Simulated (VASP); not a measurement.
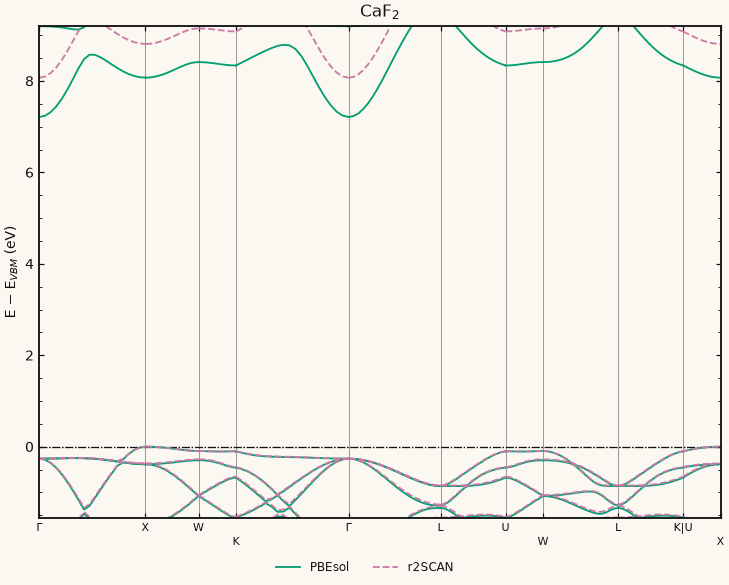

Band structures of fluorite-type CaF2, space group Fm-3m, 3 atoms in the primitive cell (cubic a = 5.424 Å), by two methods on the same cell. Each is counted from its own valence-band top.

Q: How do the methods compare?

A: PBEsol gives a gap of 7.21 eV along the path and r2SCAN gives a gap of 8.07 eV along the path. Over the top 3 filled bands the two differ by 0.01 eV on average.

Settings. PBEsol: VASP PAW PBE potentials, release 64 (Ca_sv, F), no spin polarisation, no spin-orbit coupling, 8×8×8 k mesh, 520 eV cutoff, Gaussian smearing of 0.02 eV (VASP). r2SCAN: VASP PAW PBE potentials, release 64 (Ca_sv, F), no spin polarisation, no spin-orbit coupling, 8×8×8 k mesh, 520 eV cutoff, Gaussian smearing of 0.02 eV (VASP).

The PAW data sets were made with another functional. LDA, GGA and most meta-GGA functionals understate gaps. The cell was derived from a database entry in an earlier step, so it needn't be the measured one.
